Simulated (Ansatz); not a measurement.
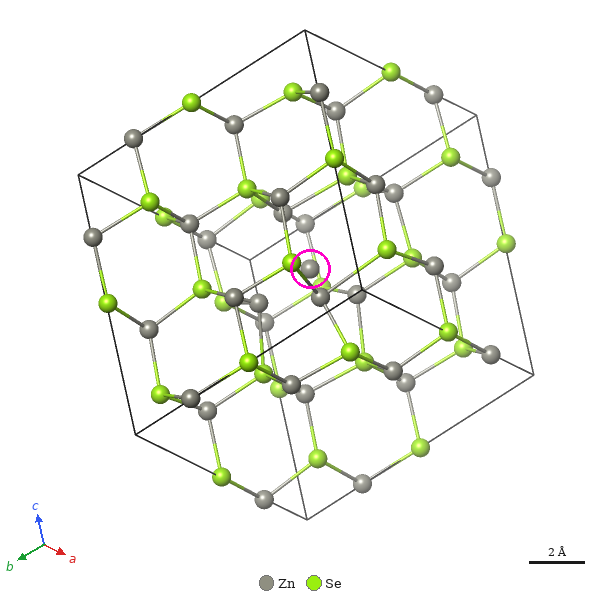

An orthographic ball-and-stick view of the structure, from a general direction. The lines enclose the supercell; boundary atoms appear with their images. The host is ZnSe, in a cell of 32 sites, and the cell carries a charge of -2. A ring marks the defect's site.

Question: Which defect is modelled here, and what are its neighbours?

Answer: Zinc on a selenium site (an antisite). It is bonded to no bonds drawn. Not all metal-metal contacts are counted.

The atoms were relaxed in the host's cell with Ansatz, DFT PBE, scalar-relativistic, plane waves, PAW.
